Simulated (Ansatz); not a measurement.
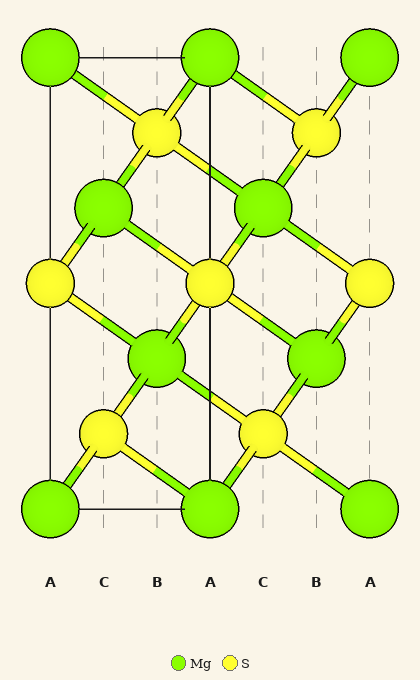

Projection along an edge of the hexagonal mesh, stacking direction [111] upwards. The dashed lines mark the three columns A (0, 0), B (1/3, 2/3) and C (2/3, 1/3). The box is the hexagonal cell of the face-centred cubic lattice. The sequence starts with the first layer at or above the cell's origin.

MgS (space group Fm-3m, No. 225). Coordinates: the input geometry of an electronic-structure calculation (not necessarily at equilibrium); the starting structure was generated, so it need not be a known form of this composition.

**Give the sequence of layers in one repeat, with element and column.**

Mg(A) – S(C) – Mg(B) – S(A) – Mg(C) – S(B) (six layers in 9.01 Å).

**How are the S layers alone stacked?**

S layers alone: CAB, the cubic close-packed type.

**Which positions between or in the S layers do the other atoms fill?**

Mg: three octahedral sites (per hexagonal cell).

Heights of the layers:

```tsv
layer	atoms (column)	height (Å)	to next (Å)
1	Mg(A)	0.00	1.50
2	S(C)	1.50	1.50
3	Mg(B)	3.00	1.50
4	S(A)	4.51	1.50
5	Mg(C)	6.01	1.50
6	S(B)	7.51	1.50
```
